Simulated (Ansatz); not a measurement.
**Al2Ru: density, localisation and related maps**

The calculation's input:

```
crystal:
  lattice:
    - [-3.121357764, 0.0, 0.0]
    - [0.0, -3.121357764, 0.0]
    - [0.0, 0.0, 16.8462082954]
  atoms:
    - { symbol: Al, position: [0.5, 0.5, 0.5795380412] }
    - { symbol: Al, position: [1.0, 1.0, 0.3295380412] }
    - { symbol: Al, position: [0.5, 0.5, 0.0795380412] }
    - { symbol: Al, position: [1.0, 1.0, 0.8295380412] }
    - { symbol: Al, position: [0.0, 0.0, 0.1704619588] }
    - { symbol: Al, position: [0.5, 0.5, 0.9204619588] }
    - { symbol: Al, position: [0.0, 0.0, 0.6704619588] }
    - { symbol: Al, position: [0.5, 0.5, 0.4204619588] }
    - { symbol: Ru, position: [0.0, 0.0, 0.5] }
    - { symbol: Ru, position: [0.5, 0.5, 0.25] }
    - { symbol: Ru, position: [0.0, 0.0, 0.0] }
    - { symbol: Ru, position: [0.5, 0.5, 0.75] }
basis:
  ecutwfc: 420
kpoints:
  mp_grid: { grid: [15, 15, 3] }
hamiltonian:
  xc: pbesol
scf:
  occupations: { method: gaussian, width: 0.15 }
output:
  forces: true
  stress: true
  eigenvalues: true
  write_density: true
  write_potential: true
  elf: true
  volumetric_format: npy
```

Run with:

```sh
ansatz run input.yaml --threads 2 --pin off --max-ram 5120MiB --backend cpu --events-out ev --progress --plain --runs-dir out
```

Space group I4/mmm; a structure from a database of computed crystals, not necessarily the ambient phase; computed without spin polarisation.

Computed with Ansatz 0.2.0, DFT PBEsol, scalar-relativistic, plane waves, PAW.

In a PAW calculation such maps are meaningful between the atoms, not at the nuclei.

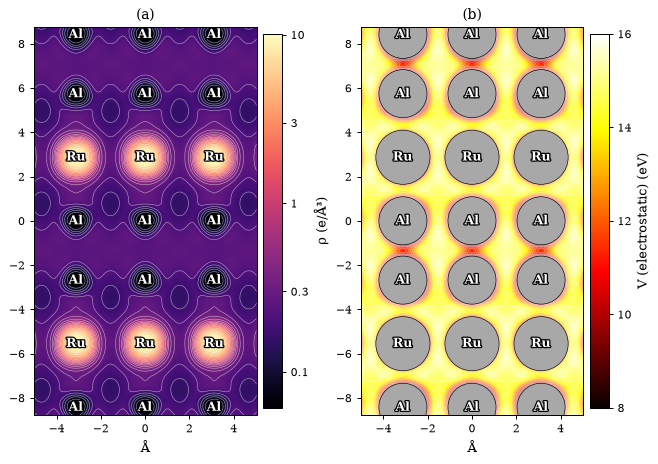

Figure 1. (a) valence pseudo-density; (b) electrostatic potential (local pseudopotential plus Hartree) felt by an electron on the (010) plane of the calculation cell. Grey discs cover the atomic cores in the potential map.

What do the fields say about this system?

Answer. The section cuts through Al and Ru sites.
Al–Al (2.68 Å): ρ is about 0.24 e/Å³ halfway.
Al–Ru (2.87 Å): ρ is about 0.3 e/Å³ halfway.
Between the atoms the lowest density in this plane is 0.15 e/Å³.
Outside the cores the potential energy rises away from the atoms and is highest about 1.7 Å from the nearest atoms; its zero is arbitrary.

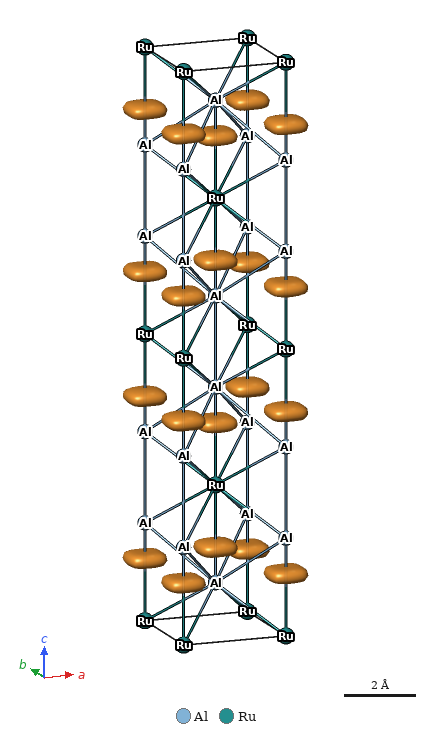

Figure 2. Isosurface of the ELF at 0.65 (orange), seen slightly off an axis. Core shells and regions of very low density are left out. Sticks mark near contacts.

What do the ELF domains correspond to?

Answer. The surface consists of eight lobes of the valence shell of Al pointing towards Ru (polar bonds), counted in one cell of 12 atoms. Any copies at cell faces, edges or corners count once. Profiles from the grid: Al–Ru (2.58 Å): the ELF is about 0.40 at the midpoint. Al–Al (2.68 Å): the ELF is about 0.45 at the midpoint.

Does the calculation make it a metal, or give it a gap?

Answer. It is metallic or semimetallic at this level of theory: no gap opens.
